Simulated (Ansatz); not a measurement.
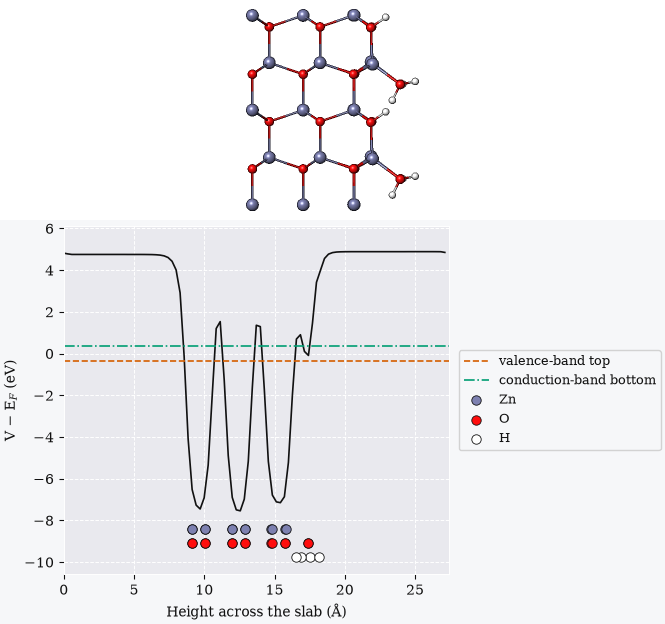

Plane-averaged electrostatic potential energy of an electron across the slab; circles at the bottom mark the heights of the atoms. The structure is drawn too.

System: a (100) slab cut from ZnO (P6_3mc), of composition Zn₆H₂O₇ (not the bulk's), ended by ZnO planes, 30 atoms in the cell, the slab at its places in the relaxed adsorbed structure.

Ansatz 0.2.0; DFT PBE+D3(BJ), scalar-relativistic, plane waves, PAW, no spin polarisation, 3×3×1 k mesh, 420 eV cutoff, Gaussian smearing of 0.05 eV.

> What are the ionisation potential and the electron affinity of the slab?

From the vacuum level at the right face the ionisation potential is 5.24 eV and the electron affinity 4.53 eV; at the left face they are 5.11 and 4.40 eV. The slab's gap, their difference before rounding, is 0.71 eV.

> Do the two faces differ, and what does that say about the slab's dipole?

The vacuum levels differ by 0.13 eV, so the slab carries a dipole along its normal.

The atoms aren't at rest in this cell (largest force 1.8 eV/Å), so the relaxed material can differ.
